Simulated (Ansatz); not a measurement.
## Run report: SiC, geometry relaxation

The run: geometry relaxation of SiC (P6₃mc, 4 atoms in the cell). Method and program: DFT, PBEsol, plane waves, PAW, no spin polarisation (Ansatz 0.2.0).

The structure was built on a prototype by a generator. The geometry comes from this level: PBE. Figures and captions count atoms from 1; the log counts them from 0 in places.

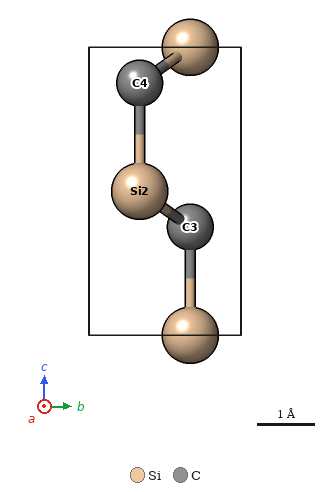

Figure 1. The input geometry (ball-and-stick view of the cell of the calculation, along the a axis; atoms are numbered from 1 in the order of the input). Near neighbours in the crystal (not all of them lie inside the picture): Si has 4 C at 1.89 to 1.91 Å; C has 4 Si at 1.89 to 1.91 Å.

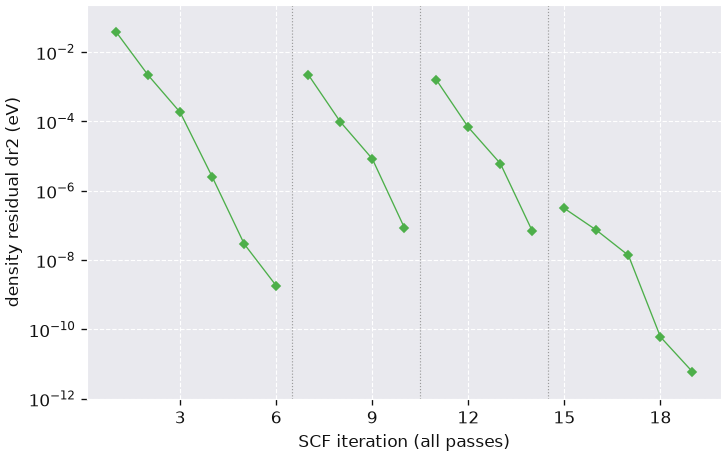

Figure 2. Convergence of the self-consistent field: density residual dr2 against the SCF iteration. The dotted lines part the SCF passes of the relaxation: geometry steps, rejected trials and re-solves on a re-selected basis. The passes take 6, 4, 4 and 5 iterations.

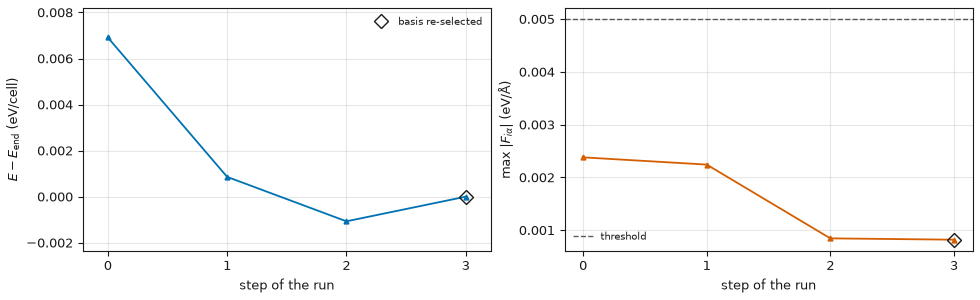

Figure 3. Progress of the relaxation, step by step (the first geometry is step 0 here and step 1 in the log).

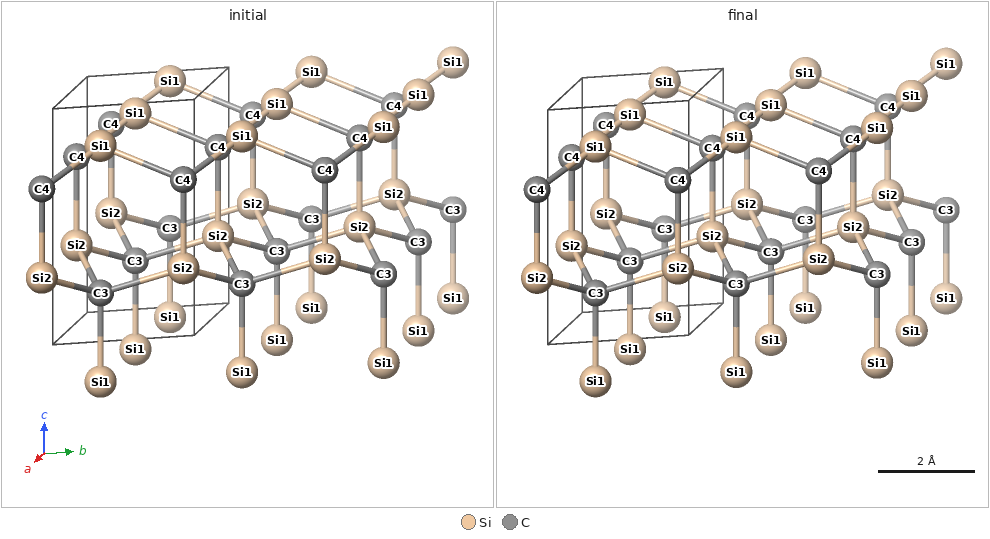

Figure 4. Before (left) and after (right) the relaxation, at one scale (ball-and-stick view of the cell of the calculation, repeated 3 × 3 × 1, seen slightly off an axis). The atoms keep their places relative to the cell (all moves are under 0.005 Å). The drawn cell changes as follows: a = b 3.092 → 3.076 Å (−0.5 %), c 5.074 → 5.048 Å (−0.5 %); the volume changes by −1.5 %. Among the contacts that change: Si1–C3 1.907 → 1.897 Å, Si1–C4 1.893 → 1.883 Å. The space group stays P6_3mc (No. 186). Over 2 geometry steps the energy falls by 8.0 meV per cell of the calculation. Largest force component: 0.0024 eV/Å at the start, 0.00082 eV/Å at the end. The pressure goes from −3.36 to −0.01 GPa. A last SCF at the same geometry on a re-selected plane-wave basis shifts the energy by +1.1 meV per cell of the calculation. (Atoms are counted from 1 in the order of the input.)

These pictures come from the run below.

**The input**
```yaml
crystal:
  lattice:
    - [3.0918273337, 0.0, 0.0]
    - [-1.5459136669, 2.6776010151, 0.0]
    - [0.0, 0.0, 5.0742732797]
  atoms:
    - { symbol: Si, position: [0.3333333333, 0.6666666667, -0.0004133941] }
    - { symbol: Si, position: [0.6666666667, 0.3333333333, 0.4995866059] }
    - { symbol: C, position: [0.3333333333, 0.6666666667, 0.3754133941] }
    - { symbol: C, position: [0.6666666667, 0.3333333333, 0.8754133941] }
kpoints:
  mp_grid: { grid: [12, 12, 4] }
hamiltonian:
  xc: pbesol
scf:
  occupations: { method: fermi_dirac, width: 0.02 }
relax:
  f_tol: 0.005
  cell: {}
```

Run as:
```bash
ansatz run input.yaml --threads 4 --pin off --max-ram 7372MiB --backend cpu --events-out ev --progress --plain --runs-dir out
```

**The program's output**
```
Engine: ansatz 0.2.0, aarch64-unknown-linux-gnu
Pseudopotentials: kind: paw
Pseudopotential: Si, paw, valence charge 4, recommended cutoff 420 eV (normal), Si.paw.azcp
Pseudopotential: C, paw, valence charge 4, recommended cutoff 420 eV (normal), C.paw.azcp
Functional definition: PBEsol
  exchange = pbesol_x
  correlation = pbesol_c
Crystal: 4 atoms, lattice volume = 42.008 Å³
Basis set: ecut = 420 eV, 809 PW (Γ), exchange–correlation on 48×48×72 points (8 copies of the dense FFT grid, shifted against one another)
Bands: 12, of which v1, the nominal top of the filled ones, is band 8 counted from 1 (7 counted from 0)
Symmetry: 12 space group operations
Space group: P63mc (ITA 186), of the structure as read, at distance tolerance 3.5e-5 Å
k-points: 57 of 576 (time reversal used)
Non-local potential: Si, projectors of the file, l = 0: 2, l = 1: 2, l = 2: 2
Non-local potential: C, projectors of the file, l = 0: 2, l = 1: 2, l = 2: 1
PAW form: soft (Blöchl's): semilocal exchange-correlation on the pseudo side does not see the compensation charge
PAW frozen core: Si, regenerated for the run's functional, and the local potential with it (the file was generated under x = pbe(κ = 0.804, μ = 0.2195149727645171), c = pbe(β = 0.06672455060314922))
PAW frozen core: C, regenerated for the run's functional, and the local potential with it (the file was generated under x = pbe(κ = 0.804, μ = 0.2195149727645171), c = pbe(β = 0.06672455060314922))
PAW one-centre angular grid: Si, 110 points (default); XC on 64 Gauss nodes
PAW one-centre angular grid: C, 110 points (default); XC on 64 Gauss nodes
Initial density: superposition of atomic densities (neutral atoms: chi_scale 0, normalization atom), corrected by the library's trained network
Initial wavefunctions: pseudopotential atomic-orbital guess
Functional: x = pbesol(κ = 0.804, μ = 0.12345679012345678), c = pbesol(β = 0.046)
SCF iter   1: F=—  HF=-1737.409269 eV  |F-HF|=—  |Δ(HF+E_count)|=         —  Δρ=8.61e-3  dr2=3.82e-2  ethr=1.77e-3  ⟨swp⟩=5.8  Hψ=4690  notcnv=0
preconditioner: auto → none  [insulator: Δε(μ)=2.031 eV  Ē_g=11.694 eV  σ=0.020 eV  W_gap=1.00  n_scr=2 (ndim 8)  ℏωp=22.9 eV  f_vac=0.000  D(μ)=0.00/eV (n_scr^D=0)  ε∞_Penn≈4.8]
SCF iter   2: F=—  HF=-1737.398790 eV  |F-HF|=—  |Δ(HF+E_count)|=   1.05e-2  Δρ=2.49e-3  dr2=2.16e-3  ethr=2.39e-4  ⟨swp⟩=2.6  Hψ=1746  notcnv=0
SCF iter   3: F=—  HF=-1737.398192 eV  |F-HF|=—  |Δ(HF+E_count)|=   5.98e-4  Δρ=7.71e-4  dr2=1.83e-4  ethr=1.35e-5  ⟨swp⟩=2.0  Hψ=1237  notcnv=0
SCF iter   4: F=—  HF=-1737.398184 eV  |F-HF|=—  |Δ(HF+E_count)|=   8.63e-6  Δρ=1.12e-4  dr2=2.53e-6  ethr=1.14e-6  ⟨swp⟩=2.0  Hψ=1138  notcnv=0
SCF iter   5: F=—  HF=-1737.398220 eV  |F-HF|=—  |Δ(HF+E_count)|=   3.59e-5  Δρ=9.09e-6  dr2=2.92e-8  ethr=1.58e-8  ⟨swp⟩=2.0  Hψ=1138  notcnv=0
SCF iter   6: F=-1737.398220 eV  HF=-1737.398220 eV  |F-HF|=2.21e-10  |Δ(HF+E_count)|=   5.66e-9  Δρ=2.78e-6  dr2=1.82e-9  ethr=1.82e-10  ⟨swp⟩=2.1  Hψ=2413  notcnv=0
SCF 1 converged in 6 iterations: F = -1737.398220 eV  dr2 = 1.82e-9
  greatest PAW one-centre occupation: 0.641 electrons in one spin orbital (limit 2), on the C atom at site 3 (counted from 0), in its partial waves of l = 0
relax step   1: F+E_penalty+E_count = -1737.39821966 eV  Δ(F+E_penalty+E_count) = +0.000e0 eV  max|allowed force component| = 2.381e-3 eV/Å  Δτ_max = 0.0000 Å  P = -3.355 GPa  Ω = 42.008 Å³  (6 SCF iters, dr2 threshold 1.00e-7 eV, accepted)
Crystal: 4 atoms, lattice volume = 41.656 Å³
Basis set: ecut = 420 eV, 785 PW (Γ), exchange–correlation on 48×48×72 points (8 copies of the dense FFT grid, shifted against one another)
Initial density: handed on by an earlier stage of this run
Initial wavefunctions: those handed on with the density
iter 1 solved again at ethr=1.43e-5 eV; its pass at ethr=3.10e-3 eV (dr2=2.29e-3 eV) is discarded
SCF iter   1: F=—  HF=-1737.404961 eV  |F-HF|=—  |Δ(HF+E_count)|=         —  Δρ=2.09e-3  dr2=2.24e-3  ethr=1.43e-5  ⟨swp⟩=1.3  Hψ=4295  notcnv=0
preconditioner: auto → none  [insulator: Δε(μ)=2.168 eV  Ē_g=11.811 eV  σ=0.020 eV  W_gap=1.00  n_scr=2 (ndim 8)  ℏωp=23.0 eV  f_vac=0.000  D(μ)=0.00/eV (n_scr^D=0)  ε∞_Penn≈4.8]
SCF iter   2: F=—  HF=-1737.404275 eV  |F-HF|=—  |Δ(HF+E_count)|=   6.86e-4  Δρ=5.29e-4  dr2=9.81e-5  ethr=1.40e-5  ⟨swp⟩=2.0  Hψ=1335  notcnv=0
SCF iter   3: F=—  HF=-1737.404274 eV  |F-HF|=—  |Δ(HF+E_count)|=   8.05e-7  Δρ=1.49e-4  dr2=8.37e-6  ethr=6.13e-7  ⟨swp⟩=2.0  Hψ=1036  notcnv=0
SCF iter   4: F=-1737.404272 eV  HF=-1737.404272 eV  |F-HF|=2.09e-8  |Δ(HF+E_count)|=   2.04e-6  Δρ=1.80e-5  dr2=8.69e-8  ethr=2.50e-9  ⟨swp⟩=3.0  Hψ=2901  notcnv=0
SCF 2 converged in 4 iterations: F = -1737.404272 eV  dr2 = 8.69e-8
  greatest PAW one-centre occupation: 0.642 electrons in one spin orbital (limit 2), on the C atom at site 3 (counted from 0), in its partial waves of l = 0
relax step   2: F+E_penalty+E_count = -1737.40427171 eV  Δ(F+E_penalty+E_count) = -6.052e-3 eV  max|allowed force component| = 2.244e-3 eV/Å  Δτ_max = 0.0000 Å  P = -1.535 GPa  Ω = 41.656 Å³  energy of the carried Pulay correction = +6.573e-4 eV  (4 SCF iters, dr2 threshold 4.00e-7 eV, accepted)
Crystal: 4 atoms, lattice volume = 41.363 Å³
iter 1 solved again at ethr=1.02e-5 eV; its pass at ethr=3.10e-3 eV (dr2=1.63e-3 eV) is discarded
SCF iter   1: F=—  HF=-1737.406685 eV  |F-HF|=—  |Δ(HF+E_count)|=         —  Δρ=1.77e-3  dr2=1.59e-3  ethr=1.02e-5  ⟨swp⟩=1.1  Hψ=4268  notcnv=0
preconditioner: auto → none  [insulator: Δε(μ)=2.151 eV  Ē_g=11.859 eV  σ=0.020 eV  W_gap=1.00  n_scr=2 (ndim 8)  ℏωp=23.1 eV  f_vac=0.000  D(μ)=0.00/eV (n_scr^D=0)  ε∞_Penn≈4.8]
SCF iter   2: F=—  HF=-1737.406196 eV  |F-HF|=—  |Δ(HF+E_count)|=   4.89e-4  Δρ=4.45e-4  dr2=6.79e-5  ethr=9.95e-6  ⟨swp⟩=2.0  Hψ=1288  notcnv=0
SCF iter   3: F=—  HF=-1737.406204 eV  |F-HF|=—  |Δ(HF+E_count)|=   7.31e-6  Δρ=1.29e-4  dr2=6.11e-6  ethr=4.24e-7  ⟨swp⟩=2.0  Hψ=1036  notcnv=0
SCF iter   4: F=-1737.406202 eV  HF=-1737.406202 eV  |F-HF|=1.75e-8  |Δ(HF+E_count)|=   1.38e-6  Δρ=1.59e-5  dr2=6.80e-8  ethr=2.50e-9  ⟨swp⟩=3.0  Hψ=2844  notcnv=0
SCF 3 converged in 4 iterations: F = -1737.406202 eV  dr2 = 6.80e-8
  greatest PAW one-centre occupation: 0.643 electrons in one spin orbital (limit 2), on the C atom at site 3 (counted from 0), in its partial waves of l = 0
relax step   3: F+E_penalty+E_count = -1737.40620218 eV  Δ(F+E_penalty+E_count) = -1.930e-3 eV  max|allowed force component| = 8.464e-4 eV/Å  Δτ_max = 0.0000 Å  P = +0.034 GPa  Ω = 41.363 Å³  energy of the carried Pulay correction = +1.207e-3 eV  (4 SCF iters, dr2 threshold 4.00e-7 eV, accepted)
Initial wavefunctions: pseudopotential atomic-orbital guess (no wavefunctions were taken with the density)
iter 1 solved again at ethr=4.35e-8 eV; its pass at ethr=3.10e-3 eV (dr2=6.97e-6 eV) is discarded
SCF iter   1: F=—  HF=-1737.405105 eV  |F-HF|=—  |Δ(HF+E_count)|=         —  Δρ=6.36e-5  dr2=3.10e-7  ethr=4.35e-8  ⟨swp⟩=3.2  Hψ=6642  notcnv=0
preconditioner: auto → none  [insulator: Δε(μ)=2.125 eV  Ē_g=11.849 eV  σ=0.020 eV  W_gap=1.00  n_scr=2 (ndim 8)  ℏωp=23.1 eV  f_vac=0.000  D(μ)=0.00/eV (n_scr^D=0)  ε∞_Penn≈4.8]
SCF iter   2: F=—  HF=-1737.405133 eV  |F-HF|=—  |Δ(HF+E_count)|=   2.79e-5  Δρ=3.06e-5  dr2=7.31e-8  ethr=1.94e-9  ⟨swp⟩=2.7  Hψ=1152  notcnv=0
SCF iter   3: F=—  HF=-1737.405133 eV  |F-HF|=—  |Δ(HF+E_count)|=   8.75e-8  Δρ=7.31e-6  dr2=1.37e-8  ethr=4.57e-10  ⟨swp⟩=2.6  Hψ=1173  notcnv=0
SCF iter   4: F=—  HF=-1737.405133 eV  |F-HF|=—  |Δ(HF+E_count)|=   1.46e-9  Δρ=7.27e-7  dr2=6.07e-11  ethr=8.54e-11  ⟨swp⟩=2.0  Hψ=1082  notcnv=0
SCF iter   5: F=-1737.405133 eV  HF=-1737.405133 eV  |F-HF|=1.00e-11  |Δ(HF+E_count)|=  5.32e-11  Δρ=2.60e-7  dr2=5.99e-12  ethr=1.00e-12  ⟨swp⟩=4.1  Hψ=2282  notcnv=0
SCF 4 converged in 5 iterations: F = -1737.405133 eV  dr2 = 5.99e-12
relax step   4: F+E_penalty+E_count = -1737.40513317 eV  Δ(F+E_penalty+E_count) = +1.069e-3 eV  max|allowed force component| = 8.210e-4 eV/Å  Δτ_max = 0.0000 Å  P = -0.014 GPa  Ω = 41.363 Å³  stress off target by 1.66e-2 GPa  SCF on the basis re-selected at this cell (its energy is not comparable with the rows above)  (5 SCF iters)
basis re-selected at this cell: Δ(F+E_penalty+E_count) = +1.069e-3 eV, ΔP = -0.047 GPa vs the last step (what re-selecting the basis moved, of the pressure what is left beyond the Pulay correction that the steps carried, after the strain that the cell walked since its last selection, with what the two solves' SCF thresholds leave and, on support functions, any second-order correction that the steps lacked; it is no measure of the basis error at this ecutwfc). This SCF's stress stands 1.66e-2 GPa from its target on what of the cell is left free (relax.cell.stress_tol is 5.00e-2 GPa) and its largest allowed force component is 8.21e-4 eV/Å (relax.f_tol is 5.00e-3 eV/Å): within both
SCF converged after 5 iterations
Free energy (F): -1737.405133 eV
Harris-Foulkes:  -1737.405133 eV  (|F-HF|=1.00e-11)
Internal energy: -1737.405133 eV  (E = F + TS)
E sigma→0 (E₀):  -1737.405133 eV
Fermi energy:    10.634219 eV
--- Per-component energies (eV) ---
  E_band       = 56.285804
  E_kinetic    = 270.692197
  E_local      = -209.284149  (includes V_loc(G=0)·N_el)
  E_nonlocal   = 103.935341
  E_hartree    = 63.969447
  E_xc         = -209.317559
  E_vxc        = -218.397973  (∫ρ·V_xc dr)
  E_paw        = -1188.666227  (= ΣΔE_a)
  E_vpaw       = -18.598535  (= ΣTr[D̂ρ^β])
  E_aug_tail   = 0.000028  (compensation charges beyond the density's cutoff)
  E_ewald      = -568.839534
  E_core_change = 0.105322  (= ΣΔE_core)
  E_smearing   = -0.000000  (= −TS)
  E_closure    = -0.000000  (closes the sum)
  Σ components = -1737.405133   (vs F -1737.405133, Δ=0.00e0)
--- Forces (eV/Å), atoms counted from 1 ---
  atom   1  Si     0.00000000    -0.00000000    -0.00082113
  atom   2  Si     0.00000000     0.00000000    -0.00082113
  atom   3  C      0.00000000    -0.00000000     0.00082093
  atom   4  C     -0.00000000     0.00000000     0.00082093
  max |Σ_I F_I| component: 3.98e-7 eV/Å
--- Stress (GPa, compression-positive) ---
       -0.016627       0.000000      -0.000000
        0.000000      -0.016627       0.000000
       -0.000000       0.000000      -0.007332
  P = ⅓ Tr σ = -0.0135 GPa (-0.135 kbar)
--- Relaxed structure (3 steps of the walk, 3 accepted, 1 SCFs on fresh bases) ---
  F+E_penalty+E_count = -1737.40513317 eV   max|allowed force component| = 8.210e-4 eV/Å   (the final SCF, on the basis selected at the relaxed cell)
  cell:  # Å, volume = 41.3627 Å³
    - [3.0760607255739685, 2.872040311185756e-11, -5.526854654791784e-30]
    - [-1.5380303628118566, 2.6639467319162895, -5.126512495509004e-19]
    - [1.874180563799759e-34, -9.71516115636876e-19, 5.047645429503492]
  atoms:
    - { symbol: Si, position: [0.3333333333333333, 0.6666666666666667, -0.0004145026851706907] }
    - { symbol: Si, position: [0.6666666666666666, 0.33333333333333337, 0.49958549731482926] }
    - { symbol: C, position: [0.3333333333333333, 0.6666666666666667, 0.37541450268517074] }
    - { symbol: C, position: [0.6666666666666666, 0.33333333333333337, 0.8754145026851706] }
```

**Trajectory as extended XYZ (Å, eV, eV/Å), 4 frames, from step=1 to step=4**
```
4
Lattice="3.0918 0.0000 0.0000 -1.5459 2.6776 0.0000 0.0000 0.0000 5.0743" Properties=species:S:1:pos:R:3:forces:R:3 step=1 energy=-1737.39822 pressure_GPa=-3.36
Si    0.0000    1.7851   -0.0021    0.0000   0.0000  -0.0024
Si    1.5459    0.8925    2.5350    0.0000   0.0000  -0.0024
C     0.0000    1.7851    1.9049    0.0000   0.0000   0.0024
C     1.5459    0.8925    4.4421    0.0000   0.0000   0.0024
4
Lattice="3.0832 0.0000 0.0000 -1.5416 2.6702 0.0000 0.0000 0.0000 5.0598" Properties=species:S:1:pos:R:3:forces:R:3 step=2 energy=-1737.40427 pressure_GPa=-1.54
Si    0.0000    1.7801   -0.0021    0.0000   0.0000  -0.0022
Si    1.5416    0.8901    2.5278    0.0000   0.0000  -0.0022
C     0.0000    1.7801    1.8995    0.0000   0.0000   0.0023
C     1.5416    0.8901    4.4294    0.0000   0.0000   0.0023
4
Lattice="3.0761 0.0000 0.0000 -1.5380 2.6639 0.0000 0.0000 0.0000 5.0476" Properties=species:S:1:pos:R:3:forces:R:3 step=3 energy=-1737.40620 pressure_GPa=0.03
Si    0.0000    1.7760   -0.0021    0.0000   0.0000  -0.0008
Si    1.5380    0.8880    2.5217    0.0000   0.0000  -0.0008
C     0.0000    1.7760    1.8950    0.0000   0.0000   0.0009
C     1.5380    0.8880    4.4188    0.0000   0.0000   0.0009
4
Lattice="3.0761 0.0000 0.0000 -1.5380 2.6639 0.0000 0.0000 0.0000 5.0476" Properties=species:S:1:pos:R:3:forces:R:3 step=4 energy=-1737.40513 pressure_GPa=-0.01
Si    0.0000    1.7760   -0.0021    0.0000   0.0000  -0.0008
Si    1.5380    0.8880    2.5217    0.0000   0.0000  -0.0008
C     0.0000    1.7760    1.8950    0.0000   0.0000   0.0008
C     1.5380    0.8880    4.4188    0.0000   0.0000   0.0008
```

**Summary**

- outcome: converged
- space group (tolerance 0.01 Å): P6₃mc (186)
- electrons treated: 16
- free energy: −1737.4051 eV
- Fermi energy: 10.634 eV
- pressure: −0.01 GPa
- final volume: 41.36 Å³
- largest force (length of the vector) at the end: 0.001 eV/Å
- final cell: a = 3.076 Å, b = 3.076 Å, c = 5.048 Å, α = 90.00°, β = 90.00°, γ = 120.00°
- hardware: 4 threads of Arm Neoverse V2, 24 GiB of memory available, shared host
- wall time: 2.4 s (CPU time 8.4 s)
- peak memory: 0.35 GiB
